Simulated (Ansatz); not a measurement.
**Geometry relaxation, with input and output: BaZrO3 (part 2 of 2)**

Continued. System: BaZrO3 (5 atoms in the cell). Method: DFT PBEsol, scalar-relativistic, plane waves, PAW, no spin polarisation (Ansatz 0.2.0); cutoff 420 eV, 6×6×6 k-mesh, Gaussian smearing of 0.02 eV. The structure derives from a Materials Project entry.

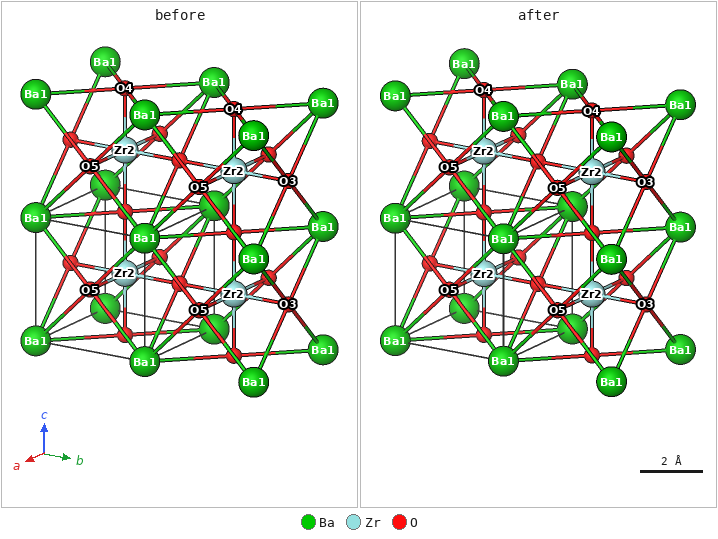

Before (left) and after (right) the relaxation, at one scale (ball-and-stick view of the cell of the calculation, repeated 1 × 2 × 2, seen at an oblique angle). After 4 geometry steps the energy has fallen by 3.8 meV per atom. All forces vanish by symmetry, so only the cell relaxes. Pressure: −3.52 GPa at the start and 0.00 GPa at the end. 1 further SCF at an unchanged geometry re-selected the plane-wave basis for the new cell. No atom moves by more than 0.005 Å relative to the cell. The volume changes by −2.2 %, with a = b = c 4.212 → 4.181 Å (−0.8 %). Among the contacts that change: Ba1–O3 2.979 → 2.956 Å, Zr2–O3 2.106 → 2.090 Å. The space group stays Pm-3m (No. 221). The energy change given includes the shifts at the re-selections in mid-walk, which come without any move. A last SCF at the same geometry on a re-selected plane-wave basis shifts the energy by +0.1 meV per atom. (Atoms are counted from 1 in the order of the input.)

```
basis re-selected at this cell: Δ(F+E_penalty+E_count) = +2.932e-4 eV, ΔP = -0.003 GPa vs the last step (what re-selecting the basis moved, of the pressure what is left beyond the Pulay correction that the steps carried, after the strain that the cell walked since its last selection, with what the two solves' SCF thresholds leave and, on support functions, any second-order correction that the steps lacked; it is no measure of the basis error at this ecutwfc). This SCF's stress stands 3.95e-3 GPa from its target on what of the cell is left free (relax.cell.stress_tol is 5.00e-2 GPa) and its largest allowed force component is 3.13e-30 eV/Å (relax.f_tol is 5.00e-3 eV/Å): within both
SCF converged after 5 iterations
Free energy (F): -11682.993110 eV
Harris-Foulkes:  -11682.993110 eV  (|F-HF|=1.27e-11)
Internal energy: -11682.993110 eV  (E = F + TS)
E sigma→0 (E₀):  -11682.993110 eV
Fermi energy:    11.361041 eV
--- Per-component energies (eV) ---
  E_band       = -91.322305
  E_kinetic    = 1031.512950
  E_local      = -1928.758250  (includes V_loc(G=0)·N_el)
  E_nonlocal   = 279.850963
  E_hartree    = 680.778536
  E_xc         = -550.300340
  E_vxc        = -612.196374  (∫ρ·V_xc dr)
  E_paw        = -8495.846832  (= ΣΔE_a)
  E_vpaw       = -223.295940  (= ΣTr[D̂ρ^β])
  E_aug_tail   = 0.007365  (compensation charges beyond the density's cutoff)
  E_ewald      = -2700.660519
  E_core_change = 0.423017  (= ΣΔE_core)
  E_smearing   = -0.000000  (= −TS)
  E_closure    = 0.000000  (closes the sum)
  Σ components = -11682.993110   (vs F -11682.993110, Δ=0.00e0)
--- Forces (eV/Å), atoms counted from 1 ---
  atom   1  Ba     0.00000000    -0.00000000    -0.00000000
  atom   2  Zr     0.00000000     0.00000000     0.00000000
  atom   3  O      0.00000000    -0.00000000     0.00000000
  atom   4  O     -0.00000000     0.00000000     0.00000000
  atom   5  O      0.00000000     0.00000000     0.00000000
  max |Σ_I F_I| component: 5.39e-30 eV/Å
--- Stress (GPa, compression-positive) ---
       -0.003947       0.000000       0.000000
        0.000000      -0.003947       0.000000
        0.000000       0.000000      -0.003947
  P = ⅓ Tr σ = -0.0039 GPa (-0.039 kbar)
--- Band table (eV; the first three rows and the last of 20) ---
  k-point 0: bands = ["-37.0185", "-15.3064", "-15.2410", "-15.2410", "-15.2410", "-6.4952", "-6.2144", "-6.2144", "-0.4504", "-0.4504", "-0.4504", "8.3470", "8.3470", "8.3470", "8.7484", "8.7484", "8.7484", "9.5910", "9.5910", "9.5910", "12.9481", "12.9481", "12.9481", "14.4242", "14.4242"]
  k-point 1: bands = ["-37.0177", "-15.4242", "-15.2391", "-15.2391", "-15.1735", "-6.5050", "-6.2085", "-6.0188", "-0.4320", "-0.4320", "-0.3964", "7.8954", "8.2501", "8.2501", "8.5033", "8.5033", "8.5570", "8.9215", "9.5036", "9.5036", "13.0321", "13.5656", "13.5656", "14.8534", "14.8636"]
  k-point 2: bands = ["-37.0161", "-15.5761", "-15.2353", "-15.2353", "-15.1163", "-6.6181", "-6.1968", "-5.4983", "-0.3948", "-0.3948", "-0.2898", "6.7231", "8.0067", "8.0067", "8.1463", "8.1463", "8.2078", "8.2254", "9.3972", "9.3972", "13.2204", "14.8051", "14.8051", "15.7490", "15.8649"]
  k-point 19: bands = ["-37.0087", "-15.4847", "-15.4847", "-15.4847", "-15.1666", "-5.2307", "-5.2307", "-5.2307", "-0.9797", "-0.9797", "-0.9797", "6.0260", "6.0260", "6.2534", "7.2560", "7.2560", "7.2560", "9.7739", "9.7739", "9.7739", "15.7983", "15.7983", "15.7983", "16.8303", "16.8303"]
--- Relaxed structure (5 steps of the walk, 5 accepted, 2 SCFs on fresh bases) ---
  F+E_penalty+E_count = -11682.99311025 eV   max|allowed force component| = 3.129e-30 eV/Å   (the final SCF, on the basis selected at the relaxed cell)
  cell:  # Å, volume = 73.0691 Å³
    - [4.18065697972334, 3.25000678115346e-34, -3.189821470391359e-34]
    - [5.817913373669775e-34, 4.18065697972334, 0.0]
    - [-3.189821470391359e-34, 0.0, 4.18065697972334]
  atoms:
    - { symbol: Ba, position: [-9.048874695846368e-37, 1.5002081728619221e-36, 9.525131256716458e-37] }
    - { symbol: Zr, position: [0.5, 0.5, 0.5] }
    - { symbol: O, position: [0.5, -1.7145236262145368e-36, 0.5] }
    - { symbol: O, position: [0.5, 0.5, -2.3812828141813508e-37] }
    - { symbol: O, position: [2.428908470495087e-36, 0.5, 0.5] }
```

## Trajectory as extended XYZ (Å, eV, eV/Å), 7 frames, from step=1 to step=7
```
5
Lattice="4.2124 0.0000 0.0000 0.0000 4.2124 0.0000 0.0000 0.0000 4.2124" Properties=species:S:1:pos:R:3:forces:R:3 step=1 energy=-11682.97443 pressure_GPa=-3.52
Ba    0.0000    0.0000    0.0000    0.0000   0.0000   0.0000
Zr    2.1062    2.1062    2.1062    0.0000   0.0000   0.0000
O     2.1062    0.0000    2.1062    0.0000   0.0000   0.0000
O     2.1062    2.1062    0.0000    0.0000   0.0000   0.0000
O     0.0000    2.1062    2.1062    0.0000   0.0000   0.0000
5
Lattice="4.1647 0.0000 0.0000 0.0000 4.1647 0.0000 0.0000 0.0000 4.1647" Properties=species:S:1:pos:R:3:forces:R:3 step=2 energy=-11682.99530 pressure_GPa=2.09
Ba    0.0000    0.0000    0.0000    0.0000   0.0000   0.0000
Zr    2.0823    2.0823    2.0823    0.0000   0.0000   0.0000
O     2.0823    0.0000    2.0823    0.0000   0.0000   0.0000
O     2.0823    2.0823    0.0000    0.0000   0.0000   0.0000
O     0.0000    2.0823    2.0823    0.0000   0.0000   0.0000
5
Lattice="4.1822 0.0000 0.0000 0.0000 4.1822 0.0000 0.0000 0.0000 4.1822" Properties=species:S:1:pos:R:3:forces:R:3 step=3 energy=-11682.99791 pressure_GPa=-0.07
Ba    0.0000    0.0000    0.0000    0.0000   0.0000   0.0000
Zr    2.0911    2.0911    2.0911    0.0000   0.0000   0.0000
O     2.0911    0.0000    2.0911    0.0000   0.0000   0.0000
O     2.0911    2.0911    0.0000    0.0000   0.0000   0.0000
O     0.0000    2.0911    2.0911    0.0000   0.0000   0.0000
5
Lattice="4.1816 0.0000 0.0000 0.0000 4.1816 0.0000 0.0000 0.0000 4.1816" Properties=species:S:1:pos:R:3:forces:R:3 step=4 energy=-11682.99802 pressure_GPa=-0.00
Ba    0.0000    0.0000    0.0000    0.0000   0.0000   0.0000
Zr    2.0908    2.0908    2.0908    0.0000   0.0000   0.0000
O     2.0908    0.0000    2.0908    0.0000   0.0000   0.0000
O     2.0908    2.0908    0.0000    0.0000   0.0000   0.0000
O     0.0000    2.0908    2.0908    0.0000   0.0000   0.0000
5
Lattice="4.1816 0.0000 0.0000 0.0000 4.1816 0.0000 0.0000 0.0000 4.1816" Properties=species:S:1:pos:R:3:forces:R:3 step=5 energy=-11682.99322 pressure_GPa=-0.12
Ba    0.0000    0.0000    0.0000    0.0000   0.0000   0.0000
Zr    2.0908    2.0908    2.0908    0.0000   0.0000   0.0000
O     2.0908    0.0000    2.0908    0.0000   0.0000   0.0000
O     2.0908    2.0908    0.0000    0.0000   0.0000   0.0000
O     0.0000    2.0908    2.0908    0.0000   0.0000   0.0000
5
Lattice="4.1807 0.0000 0.0000 0.0000 4.1807 0.0000 0.0000 0.0000 4.1807" Properties=species:S:1:pos:R:3:forces:R:3 step=6 energy=-11682.99340 pressure_GPa=-0.00
Ba    0.0000    0.0000    0.0000    0.0000   0.0000   0.0000
Zr    2.0903    2.0903    2.0903    0.0000   0.0000   0.0000
O     2.0903    0.0000    2.0903    0.0000   0.0000   0.0000
O     2.0903    2.0903    0.0000    0.0000   0.0000   0.0000
O     0.0000    2.0903    2.0903    0.0000   0.0000   0.0000
5
Lattice="4.1807 0.0000 0.0000 0.0000 4.1807 0.0000 0.0000 0.0000 4.1807" Properties=species:S:1:pos:R:3:forces:R:3 step=7 energy=-11682.99311 pressure_GPa=-0.00
Ba    0.0000    0.0000    0.0000    0.0000   0.0000   0.0000
Zr    2.0903    2.0903    2.0903    0.0000   0.0000   0.0000
O     2.0903    0.0000    2.0903    0.0000   0.0000   0.0000
O     2.0903    2.0903    0.0000    0.0000   0.0000   0.0000
O     0.0000    2.0903    2.0903    0.0000   0.0000   0.0000
```

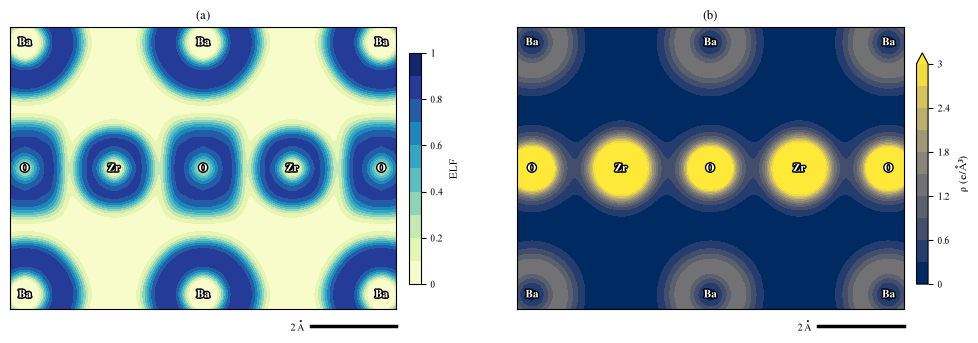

(a) electron localisation function; (b) valence electron density on the (11̄0) plane of the conventional cell. The section cuts through Ba, Zr and O sites. Zr–O (2.09 Å): ρ at the midpoint is about 0.69 e/Å³; the ELF peaks at about 0.85 in the valence shell of O, 0.6 Å from its nucleus, and drops to about 0.20 between the two atoms. Ba–O (2.96 Å): the density is about 0.15 e/Å³ at the midpoint; the ELF is about 0.10 at the midpoint, which marks two separate closed shells. Away from the nuclei the density in this plane falls to 0.03 e/Å³ at its lowest. The strong features right at Ba and Zr lie inside the PAW spheres (semicore, d or f shells) and say nothing about bonding. In a PAW calculation such maps are meaningful between the atoms, not at the nuclei.

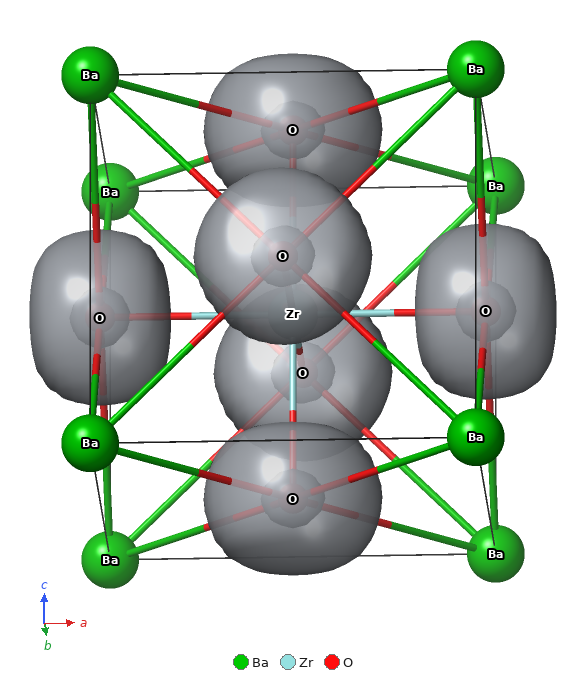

Isosurface of the ELF at 0.65 (grey), seen at an oblique angle. Core shells and regions of very low density are left out. Sticks mark near contacts. The outline is the cell set on symmetry axes. Profiles from the grid: Zr–O (2.09 Å): the ELF peaks at about 0.85 in the valence shell of O, 0.6 Å from its nucleus, and drops to about 0.20 between the two atoms. Ba–O (2.96 Å): the ELF is about 0.10 at the midpoint, which marks two separate closed shells.

This output came from the following input.

## Input file
```yaml
crystal:
  lattice:
    - [4.21238715, 0.0, 0.0]
    - [0.0, 4.21238715, 0.0]
    - [0.0, 0.0, 4.21238715]
  atoms:
    - { symbol: Ba, position: [0.0, 0.0, 0.0] }
    - { symbol: Zr, position: [0.5, 0.5, 0.5] }
    - { symbol: O, position: [0.5, 0.0, 0.5] }
    - { symbol: O, position: [0.5, 0.5, 0.0] }
    - { symbol: O, position: [0.0, 0.5, 0.5] }
basis:
  ecutwfc: 420
kpoints:
  mp_grid: { grid: [6, 6, 6] }
hamiltonian:
  xc: pbesol
scf:
  occupations: { method: gaussian, width: 0.02 }
output:
  forces: true
  stress: true
  eigenvalues: true
  write_density: true
  write_potential: true
  elf: true
  volumetric_format: npy
relax:
  adjacent_minimum: "off"
  f_tol: 0.005
  max_steps: 80
  cell: { stress_tol: 0.05 }
```

Run as:
```bash
ansatz run input.yaml --threads 1 --pin off --max-ram 2560MiB --backend cpu --events-out ev --progress --plain --runs-dir out
```

## Summary

| quantity | value |
| --- | --- |
| outcome | converged |
| space group (tolerance 0.01 Å) | Pm-3m (221) |
| electrons treated | 40 |
| free energy | −11682.9931 eV |
| Fermi energy | 11.361 eV |
| gap on the k-point mesh | 3.17 eV |
| pressure | 0.00 GPa |
| final volume | 73.07 Å³ |
| largest force (length of the vector) at the end | under 0.001 eV/Å |
| final cell | a = 4.181 Å, b = 4.181 Å, c = 4.181 Å, α = 90.00°, β = 90.00°, γ = 90.00° |
| hardware | 1 thread of AMD EPYC (Zen 3), 128 GiB of memory available, shared host |
| wall time | 19 s |
| peak memory | 0.44 GiB |
